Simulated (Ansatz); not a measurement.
Ga23N24 (cell charge −1, with a compensating background) (cell with a defect)

```
CELL_PARAMETERS angstrom
3.21843 -5.57448 -5.24303
-6.43686 0.00000 -5.24303
3.21843 5.57448 -5.24303
ATOMIC_POSITIONS crystal
Ga 0.00182 0.16822 0.83571
Ga 0.66370 0.33444 0.00198
Ga 0.16807 0.83010 0.00193
Ga 0.16804 0.33448 0.49759
Ga 0.83323 0.00070 0.16828
Ga 0.49952 0.66567 0.83630
Ga 0.83429 0.50078 0.66712
Ga 0.49927 0.16880 0.33342
Ga 0.33438 0.99963 0.66819
Ga 0.00240 0.66592 0.33316
Ga 0.66634 0.83274 0.50024
Ga 0.66435 0.49922 0.33231
Ga 0.33371 0.16721 0.00283
Ga 0.00080 0.33534 0.16760
Ga 0.49841 0.83076 0.16672
Ga 0.50004 0.33347 0.66783
Ga 0.16707 0.00033 0.33394
Ga 0.83393 0.66644 0.00097
Ga 0.16893 0.50011 0.83470
Ga 0.83291 0.16721 0.50128
Ga 0.66738 0.99931 0.83470
Ga 0.33282 0.66482 0.49825
Ga 0.00080 0.83378 0.66680
N 0.54119 0.70760 0.37509
N 0.19431 0.36071 0.02821
N 0.87439 0.54271 0.20892
N 0.37502 0.04079 0.21021
N 0.37631 0.54143 0.70829
N 0.04034 0.20734 0.37526
N 0.70908 0.87442 0.04258
N 0.04093 0.70777 0.87424
N 0.70802 0.37508 0.54298
N 0.54136 0.20674 0.87483
N 0.20868 0.87548 0.54192
N 0.87528 0.04168 0.70918
N 0.55968 0.36262 0.21212
N 0.20786 0.03995 0.87436
N 0.87355 0.20687 0.04176
N 0.37822 0.72608 0.03011
N 0.37465 0.20733 0.54264
N 0.04092 0.87515 0.20855
N 0.70874 0.54105 0.87482
N 0.04047 0.37427 0.70744
N 0.70839 0.03960 0.37687
N 0.54297 0.87479 0.70710
N 0.19622 0.54463 0.39357
N 0.87320 0.70937 0.54229
```

All numbers below come from DFT PBE, scalar-relativistic, plane waves, PAW in Ansatz.

Predict the valence pseudo-density and electron localisation function between the atoms.

Answer. Ga–N (1.98 Å): ρ is about 0.7 e/Å³ halfway; the ELF peaks at about 0.85 in the valence shell of N, 0.7 Å from its nucleus, and is about 0.45 at the midpoint.
Ga–N (1.98 Å): ρ is about 0.7 e/Å³ halfway; the ELF peaks at about 0.85 in the valence shell of N, 0.7 Å from its nucleus, and is about 0.45 at the midpoint.

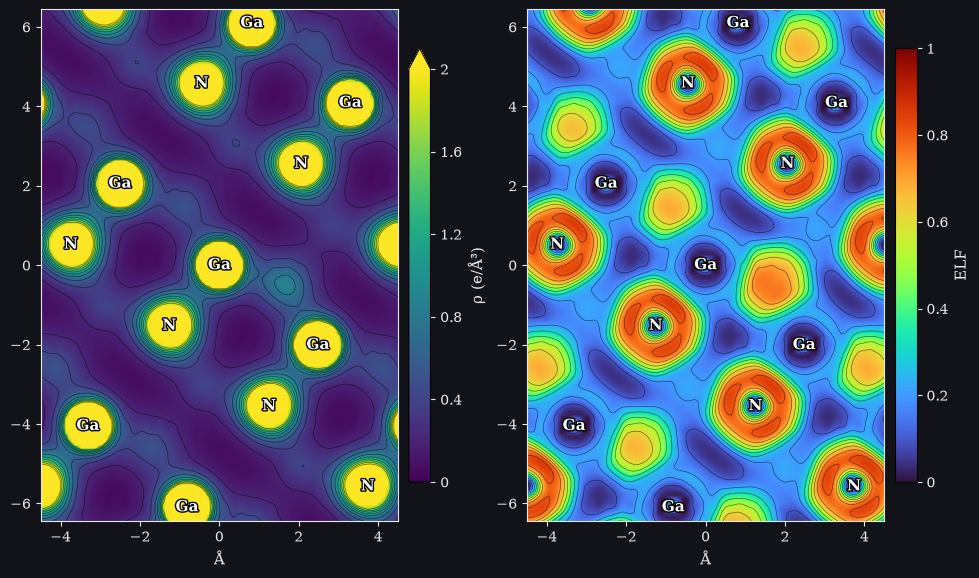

Computed valence pseudo-density and electron localisation function on the (011̄) plane of the calculation cell, in this order. Atoms just off the plane (Ga, 0.9 Å away and N, 0.7 Å away) can leave unmarked features too.

Core electrons are frozen (PAW), and the valence fields are smoothed inside the atomic spheres.
